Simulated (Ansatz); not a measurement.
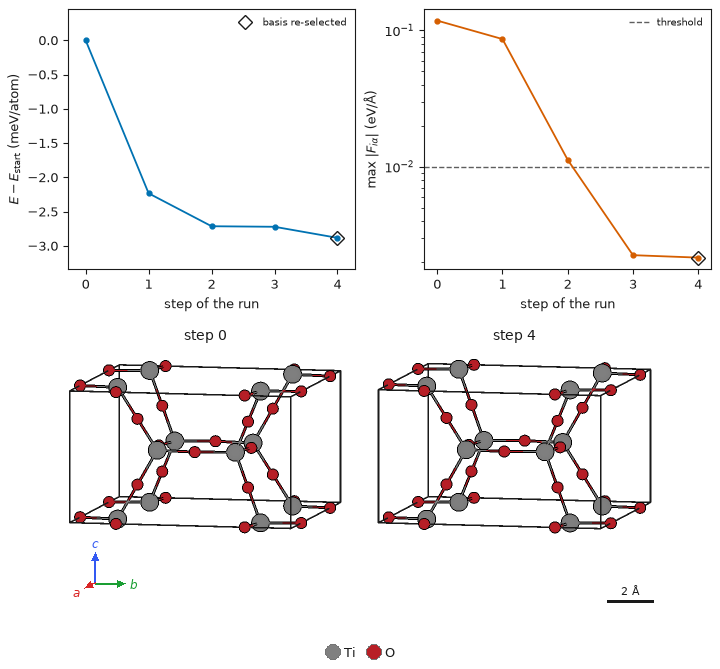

First and last geometry of a relaxation of solid TiO2 (a generated structure, set up in I4/mmm), with the history of the run. The picture is a ball-and-stick view of the conventional cell (2 times the calculation's cell), seen slightly off an axis. Lengths and directions refer to the drawn axes.

Case: Si → Ti on all its sites, cell and atoms relaxed.

Method: DFT r2SCAN, scalar-relativistic, plane waves, PAW in Ansatz. Set-up: plane-wave cutoff 500 eV; k-point mesh 6 × 6 × 6; occupations gaussian; smearing width 0.02 eV; no spin polarisation; cell and atoms relaxed; force threshold 0.01 eV/Å; at most 60 steps.

### What do the curves and the structures tell?

It converged. The energy falls by 2.9 meV per atom in 3 accepted moves (4 points after the start). The largest force component goes from 0.12 to 0.0021 eV/Å. Pressure: 1.42 GPa at the start and 0.01 GPa at the end. At 1 point the geometry stayed and the basis and grid were re-selected for the new cell (energy shift of 0.2 meV per atom at most each time). The largest moves relative to the cell, 0.034 Å, are those of O atoms. By element the largest moves are O 0.034 Å, Ti 0.005 Å. The volume changes by +1.9 %, with a = b 10.025 → 10.068 Å (+0.4 %), c 5.867 → 5.925 Å (+1.0 %). Among the contacts that change: O–Ti 1.795 → 1.807 Å. Bond angles that change, for instance: O–Ti–O 110.4° → 108.1°, Ti–O–Ti 159.6° → 161.9°. The space group stays I4/mmm (No. 139).

```
step  E − E(0), meV/atom  largest force component, eV/Å  pressure, GPa  volume, Å³/atom                      note
   0                0.00                         0.1181           1.42           24.566                          
   1               -2.23                         0.0865           0.44           24.858                          
   2               -2.71                         0.0112          -0.05           25.036                          
   3               -2.72                         0.0022           0.01           25.025                          
   4               -2.88                         0.0021           0.01           25.025  same geometry, new basis
```
